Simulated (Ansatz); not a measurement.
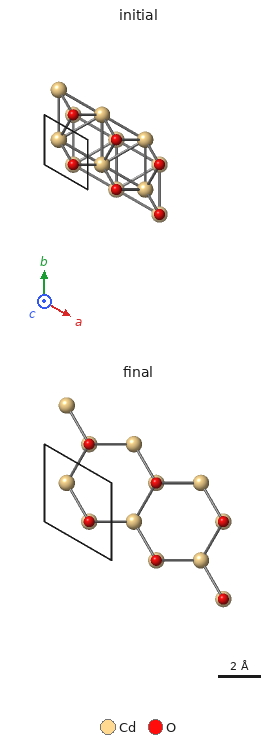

The structure of crystalline CdO2 (built on the MoS2-164 type type) before (top) and after (bottom) a relaxation, at one scale.

Style: ball-and-stick. Shown: the cell of the calculation, repeated 3 × 2 × 1 with one cell outlined, along the c axis.

Level of theory: DFT, PBEsol, plane waves, PAW (Ansatz 0.2.0). Settings: plane-wave cutoff 420 eV; k-point mesh 9 × 9 × 2; occupations fermi dirac; smearing width 0.03 eV; no spin polarisation; cell and atoms relaxed; force threshold 0.01 eV/Å; at most 120 steps.

Q: Describe what moved and what it gained.

A: The largest moves relative to the cell, 1.02 Å, are those of O atoms. Largest moves by element: O 1.02 Å, Cd 0.74 Å. Cell: a = b 2.375 → 3.692 Å (+55.4 %), c 16.161 → 7.293 Å (−54.9 %). Volume +9.0 %. Near-neighbour distances that change, for instance: Cd–O 10.194 → 2.843 Å, Cd–Cd 2.375 → 3.692 Å, Cd–O 3.654 → 2.843 Å, O–O 2.313 → 1.606 Å. Among the angles between lasting bonds that change: Cd–O–Cd 82.9° → 108.3°, O–Cd–O 82.9° → 108.3°, O–Cd–O 135.1° → 124.2°. The space group (tolerance 0.01 Å) goes from P-3m1 (No. 164) to P6_3/mmc (No. 194). Over 40 accepted moves (45 points after the start) the energy falls by 25.959 eV per cell of the calculation. Largest force component: 15 eV/Å at the start, 0.0021 eV/Å at the end. Pressure: 177.85 GPa at the start and 0.01 GPa at the end. At 5 points the geometry stayed and the basis and grid were re-selected for the new cell (energy shift of 1.189 eV per cell of the calculation at most each time).
